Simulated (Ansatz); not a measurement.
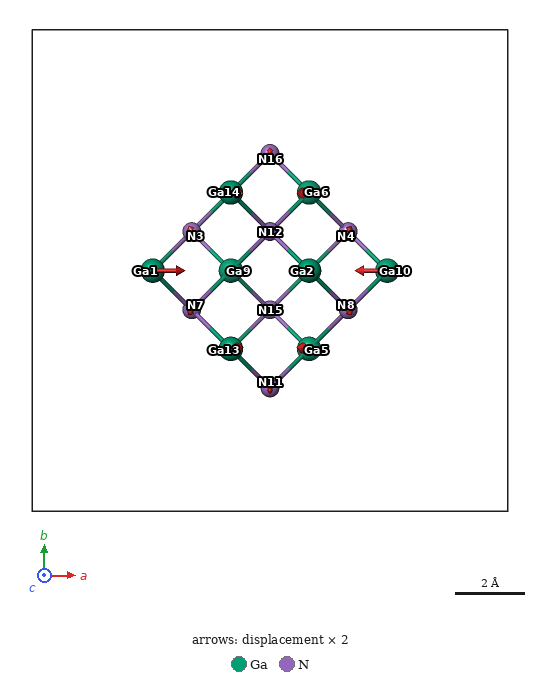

A relaxation of a wire of composition GaN. The starting structure is drawn; red arrows show the displacements (the part carried along by the change of the cell is left out), 2 times their true length.

A ball-and-stick model of the 2 repeat of the cell, with the vacuum cut short (origin shifted), seen along the c axis.

Case: wire along [0 0 1], 16 atoms a period.

All numbers below come from Ansatz 0.2.0, DFT PBE, scalar-relativistic, plane waves, PAW. (plane-wave cutoff 420 eV; k-point mesh 1 × 1 × 7; occupations gaussian; smearing width 0.05 eV; collinear spin; cell relaxed at fixed a, b, alpha, beta, gamma; force threshold 0.02 eV/Å; at most 45 steps)

Which element moves most?

Gallium: up to 0.48 Å, against 0.11 Å for nitrogen.

Describe the change and its energy.

The largest moves relative to the layer's centre, 0.48 Å, are those of Ga1 and Ga10. By element the largest moves are Ga 0.48 Å, N 0.11 Å. Along the periodic axis the drawn cell goes c 9.097 → 9.157 Å (+0.7 %). Some distances before and after: Ga1–N3 1.970 → 1.814 Å, Ga14–N16 1.970 → 1.825 Å, Ga2–N12 1.970 → 2.010 Å, Ga2–N4 1.970 → 1.999 Å. Bond angles that change, for instance: N3–Ga1–N7 109.5° → 140.8°, Ga6–N16–Ga14 109.5° → 93.7°, Ga1–N7–Ga9 109.5° → 98.1°. After 6 accepted moves (7 points after the start) the energy has fallen by 2.245 eV per cell of the calculation. The largest force component goes from 1.9 to 0.0075 eV/Å. At 1 point the geometry stayed and the basis and grid were re-selected for the new cell (energy shift of 3.7 meV per cell of the calculation at most each time). The program noted that the starting moments weren't kept. Cost: 8.9 min on 4 threads of Arm Neoverse V2, with other jobs on the host, peak memory 2.6 GiB.
